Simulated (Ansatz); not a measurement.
## MoSe₂: geometry relaxation (part 2 of 2)

MoSe₂ (P6₃/mmc, 6 atoms in the cell); DFT, PBE-D4, plane waves, PAW, no spin polarisation (Ansatz 0.2.0); cutoff 420 eV, 12×12×2 k-mesh, Fermi–Dirac smearing of 0.02 eV. The structure was built on a prototype by a generator. The geometry comes from this level: PBE.

Geometry of the input (Å; fractional positions):
```
3.2771  0.0000  0.0000
-1.6385  2.8380  0.0000
0.0000  0.0000  12.7340
Mo 0.3333  0.6667  0.2500
Mo 0.6667  0.3333  0.7500
Se 0.6667  0.3333  0.3815
Se 0.6667  0.3333  0.1185
Se 0.3333  0.6667  0.8815
Se 0.3333  0.6667  0.6185
```

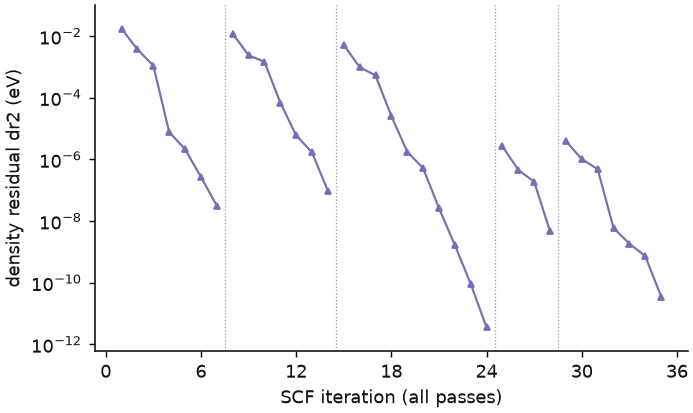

Fig. 1: Convergence of the self-consistent field: density residual dr2 against the SCF iteration. The dotted lines part the SCF passes of the relaxation: geometry steps, rejected trials and re-solves on a re-selected basis. The 5 passes take 4 to 10 iterations each, 35 in all.

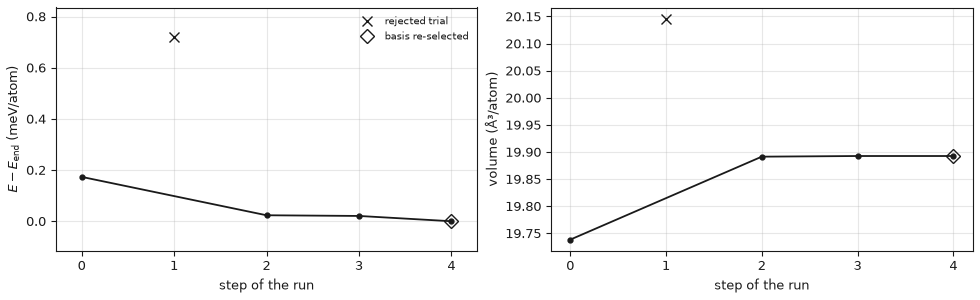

Fig. 2: Progress of the relaxation, step by step (the first geometry is step 0 here and step 1 in the log).

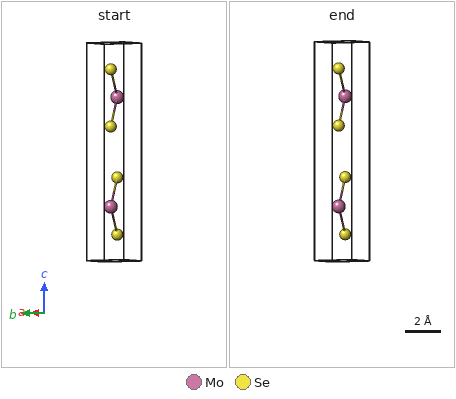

Fig. 3: Before (left) and after (right) the relaxation, at one scale (ball-and-stick view of the cell of the calculation, seen at an oblique angle). The largest moves relative to the cell, 0.010 Å, are those of Se3, Se4, Se5 and Se6. Mo stays in place. The volume changes by +0.8 %, with a = b 3.277 → 3.281 Å (+0.1 %), c 12.734 → 12.802 Å (+0.5 %). The space group stays P6_3/mmc (No. 194). Over 3 geometry steps the energy falls by 0.2 meV per atom. The largest force component goes from 0.0018 to 0.0035 eV/Å. The pressure goes from 0.34 to 0.01 GPa. The line search rejected the trial step at point 1 (counted from 0) and went back. A last SCF at the same geometry on a re-selected plane-wave basis shifts the energy by next to nothing (0.0 meV per atom). (Atoms are counted from 1 in the order of the input.)

```
basis re-selected at this cell: Δ(F+E_penalty+E_count) = -1.238e-4 eV, ΔP = -0.000 GPa vs the last step (what re-selecting the basis moved, of the pressure what is left beyond the Pulay correction that the steps carried, after the strain that the cell walked since its last selection, with what the two solves' SCF thresholds leave and, on support functions, any second-order correction that the steps lacked; it is no measure of the basis error at this ecutwfc). This SCF's stress stands 3.75e-2 GPa from its target on what of the cell is left free (relax.cell.stress_tol is 5.00e-2 GPa) and its largest allowed force component is 3.49e-3 eV/Å (relax.f_tol is 5.00e-3 eV/Å): within both
SCF converged after 7 iterations
Free energy (F): -31795.174821 eV
Harris-Foulkes:  -31795.174821 eV  (|F-HF|=7.28e-12)
Internal energy: -31795.174821 eV  (E = F + TS)
E sigma→0 (E₀):  -31795.174821 eV
Fermi energy:    13.073154 eV
--- Per-component energies (eV) ---
  E_band       = -1605.298986
  E_kinetic    = 1360.395399
  E_local      = -11566.362697  (includes V_loc(G=0)·N_el)
  E_nonlocal   = -2095.737891
  E_hartree    = 5481.906561
  E_xc         = -786.447484
  E_vxc        = -854.393970  (∫ρ·V_xc dr)
  E_paw        = -14048.317847  (= ΣΔE_a)
  E_vpaw       = 586.989748  (= ΣTr[D̂ρ^β])
  E_aug_tail   = -0.002269  (compensation charges beyond the density's cutoff)
  E_ewald      = -10137.753839
  E_disp       = -2.854754  (pairwise vdW)
  E_smearing   = -0.000000  (= −TS)
  E_closure    = 0.000000  (closes the sum)
  Σ components = -31795.174821   (vs F -31795.174821, Δ=0.00e0)
--- Forces (eV/Å), atoms counted from 1 ---
  atom   1  Mo    -0.00000000     0.00000000     0.00000000
  atom   2  Mo     0.00000000    -0.00000000    -0.00000000
  atom   3  Se     0.00000000    -0.00000000     0.00349303
  atom   4  Se     0.00000000    -0.00000000    -0.00349303
  atom   5  Se     0.00000000     0.00000000     0.00349303
  atom   6  Se     0.00000000     0.00000000    -0.00349303
  max |Σ_I F_I| component: 1.16e-17 eV/Å
--- Stress (GPa, compression-positive) ---
       -0.001336       0.000000       0.000000
        0.000000      -0.001336       0.000000
        0.000000       0.000000       0.037474
  P = ⅓ Tr σ = 0.0116 GPa (0.116 kbar)
--- Relaxed structure (4 steps of the walk, 3 accepted, 1 SCFs on fresh bases) ---
  F+E_penalty+E_count = -31795.17482101 eV   max|allowed force component| = 3.493e-3 eV/Å   (the final SCF, on the basis selected at the relaxed cell)
  cell:  # Å, volume = 119.3556 Å³
    - [3.2811011562274452, 0.0, 2.9987959374201964e-34]
    - [-1.6405505781137226, 2.8415169536794616, 3.448794002768307e-19]
    - [1.165272113802763e-33, 1.5474515579390767e-18, 12.80185632193017]
  atoms:
    - { symbol: Mo, position: [0.33333333333333337, 0.6666666666666667, 0.25] }
    - { symbol: Mo, position: [0.6666666666666666, 0.33333333333333337, 0.7500000000000001] }
    - { symbol: Se, position: [0.6666666666666666, 0.33333333333333337, 0.3807061314552201] }
    - { symbol: Se, position: [0.6666666666666666, 0.33333333333333337, 0.11929386854477995] }
    - { symbol: Se, position: [0.33333333333333337, 0.6666666666666667, 0.8807061314552203] }
    - { symbol: Se, position: [0.33333333333333337, 0.6666666666666667, 0.6192938685447801] }
```

Trajectory as extended XYZ (Å, eV, eV/Å), 5 frames, from step=1 to step=5:
```
6
Lattice="3.2771 0.0000 0.0000 -1.6385 2.8380 0.0000 0.0000 0.0000 12.7340" Properties=species:S:1:pos:R:3:forces:R:3 step=1 energy=-31795.17378 pressure_GPa=0.34
Mo    0.0000    1.8920    3.1835    0.0000   0.0000   0.0000
Mo    1.6385    0.9460    9.5505    0.0000   0.0000   0.0000
Se    1.6385    0.9460    4.8574    0.0000   0.0000  -0.0018
Se    1.6385    0.9460    1.5095    0.0000   0.0000   0.0018
Se    0.0000    1.8920   11.2244    0.0000   0.0000  -0.0018
Se    0.0000    1.8920    7.8765    0.0000   0.0000   0.0018
6
Lattice="3.2928 0.0000 0.0000 -1.6464 2.8517 0.0000 0.0000 0.0000 12.8727" Properties=species:S:1:pos:R:3:forces:R:3 step=2 energy=-31795.17050 pressure_GPa=-0.31 accepted=F
Mo    0.0000    1.9011    3.2182    0.0000   0.0000   0.0000
Mo    1.6464    0.9506    9.6545    0.0000   0.0000   0.0000
Se    1.6464    0.9506    4.8837    0.0000   0.0000   0.0847
Se    1.6464    0.9506    1.5526    0.0000   0.0000  -0.0847
Se    0.0000    1.9011   11.3201    0.0000   0.0000   0.0847
Se    0.0000    1.9011    7.9890    0.0000   0.0000  -0.0847
6
Lattice="3.2816 0.0000 0.0000 -1.6408 2.8419 0.0000 0.0000 0.0000 12.7972" Properties=species:S:1:pos:R:3:forces:R:3 step=3 energy=-31795.17468 pressure_GPa=0.02
Mo    0.0000    1.8946    3.1993    0.0000   0.0000   0.0000
Mo    1.6408    0.9473    9.5979    0.0000   0.0000   0.0000
Se    1.6408    0.9473    4.8721    0.0000   0.0000   0.0085
Se    1.6408    0.9473    1.5265    0.0000   0.0000  -0.0085
Se    0.0000    1.8946   11.2707    0.0000   0.0000   0.0085
Se    0.0000    1.8946    7.9252    0.0000   0.0000  -0.0085
6
Lattice="3.2811 0.0000 0.0000 -1.6406 2.8415 0.0000 0.0000 0.0000 12.8019" Properties=species:S:1:pos:R:3:forces:R:3 step=4 energy=-31795.17470 pressure_GPa=0.01
Mo    0.0000    1.8943    3.2005    0.0000   0.0000   0.0000
Mo    1.6406    0.9472    9.6014    0.0000   0.0000   0.0000
Se    1.6406    0.9472    4.8737    0.0000   0.0000   0.0035
Se    1.6406    0.9472    1.5272    0.0000   0.0000  -0.0035
Se    0.0000    1.8943   11.2747    0.0000   0.0000   0.0035
Se    0.0000    1.8943    7.9281    0.0000   0.0000  -0.0035
6
Lattice="3.2811 0.0000 0.0000 -1.6406 2.8415 0.0000 0.0000 0.0000 12.8019" Properties=species:S:1:pos:R:3:forces:R:3 step=5 energy=-31795.17482 pressure_GPa=0.01
Mo    0.0000    1.8943    3.2005    0.0000   0.0000   0.0000
Mo    1.6406    0.9472    9.6014    0.0000   0.0000   0.0000
Se    1.6406    0.9472    4.8737    0.0000   0.0000   0.0035
Se    1.6406    0.9472    1.5272    0.0000   0.0000  -0.0035
Se    0.0000    1.8943   11.2747    0.0000   0.0000   0.0035
Se    0.0000    1.8943    7.9281    0.0000   0.0000  -0.0035
```

Key numbers:

- outcome: converged
- space group (tolerance 0.01 Å): P6₃/mmc (194)
- electrons treated: 92
- free energy: −31795.1748 eV
- Fermi energy: 13.073 eV
- pressure: 0.01 GPa
- final volume: 119.36 Å³
- largest force (length of the vector) at the end: 0.003 eV/Å
- final cell: a = 3.281 Å, b = 3.281 Å, c = 12.802 Å, α = 90.00°, β = 90.00°, γ = 120.00°
- wall time: 7.4 s (CPU time 52 s)
- peak memory: 0.83 GiB
